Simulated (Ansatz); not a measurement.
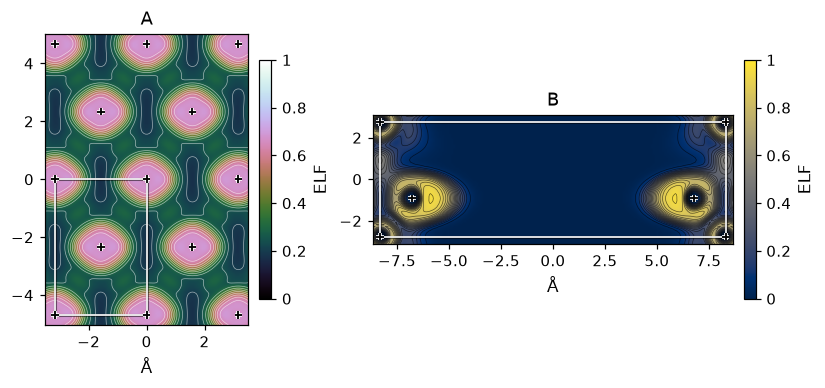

The electron localisation function of 2 systems, each on a plane through atoms (crosses mark nuclei in the plane).

Level of theory: DFT PBEsol, scalar-relativistic, plane waves, PAW in Ansatz 0.2.0.

System 1: WS2, the (110) plane of the conventional cell. Space group P-6m2; a structure from a database of computed crystals, not necessarily the ambient phase; changed on purpose from its base cell (strain -0.0200 x Voigt [0, 0, 1, 0, 0, 0], atoms carried along); not relaxed (largest force 0.5 eV/Å).

```yaml
crystal:
  lattice:
    - [3.18352, 0.00000, 0.00000]
    - [-1.59176, 2.75701, 0.00000]
    - [0.00000, 0.00000, 16.61157]
  atoms:
    - { symbol: W, position: [0.33333, 0.66667, 0.00000] }
    - { symbol: S, position: [0.66667, 0.33333, 0.90800] }
    - { symbol: S, position: [0.66667, 0.33333, 0.09200] }
```

System 2: Pt, the (010) plane of the conventional cell. Space group Fmmm; a structure from a database of computed crystals, not necessarily the ambient phase; changed on purpose from its base cell (strain +0.0875 x Voigt [0, 0, 0, 1, 0, 0], atoms carried along); computed pressure about −8 GPa in this cell.

```yaml
crystal:
  lattice:
    - [3.16844, 0.00000, 0.00000]
    - [0.00000, 3.02982, -3.02982]
    - [0.00000, 3.30706, 3.30706]
  atoms:
    - { symbol: Pt, position: [0.00000, 0.00000, 0.00000] }
    - { symbol: Pt, position: [0.50000, 0.50000, 0.00000] }
    - { symbol: Pt, position: [0.00000, 0.50000, 0.50000] }
    - { symbol: Pt, position: [0.50000, 0.00000, 0.50000] }
```

### Match each panel to its system.

Panel A is system 2, Pt: the plane holds Pt. Pt–Pt (2.82 Å): the ELF is about 0.30 at the midpoint (no localised pair shows between them). Panel B is system 1, WS2: the plane holds W and S. W–S (2.39 Å): the ELF peaks at about 0.85 in the valence shell of S, 0.8 Å from its nucleus, and is about 0.50 at the midpoint.
